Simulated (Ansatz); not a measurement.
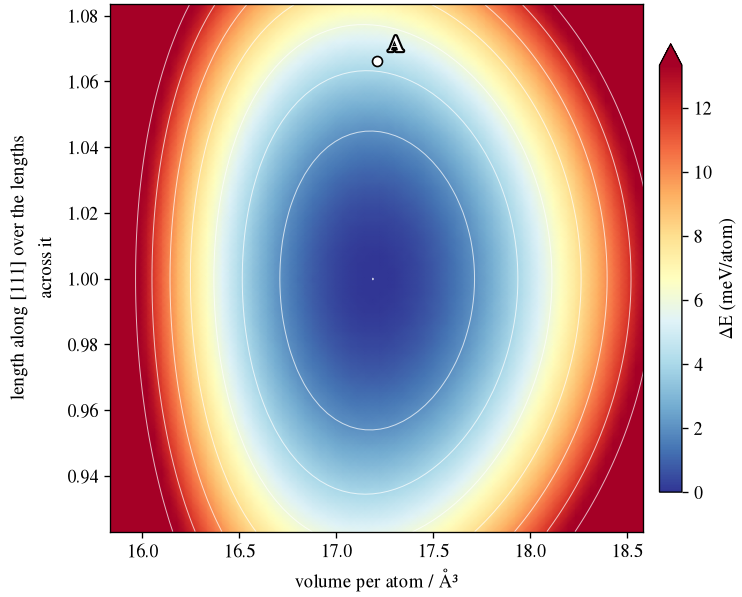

KF (Fm-3m, No. 225; 2 atoms in the cell). 
- The energy is mapped over volume and the cell's shape.
- The first coordinate is: volume per atom; the second: length along [111] over the lengths across it, relative to the cubic cell.
- Nothing is relaxed (symmetry fixes all fractional coordinates).
- Grid: 11 × 11 points.
- Points are written as (first, second).
- All energies are given in meV/atom relative to the lowest grid point.
- Computed with DFT LDA, scalar-relativistic, plane waves, PAW (Ansatz). Settings: cutoff 520 eV, k-mesh 8×8×8, gaussian smearing 0.05 eV, no spin polarisation.

The picture shows a smooth colour map with a few white contour lines, one colour for all values above the top of the scale, the point A. Between grid points the surface is interpolated.

### Which way does the force act at A, and how strong is it?

A, at (17.208 Å³, 1.066), is not a stationary point. The computed force is 0.85 meV/atom for each Å³ towards smaller values of volume per atom and 135 meV/atom for each unit towards smaller values of the second coordinate.
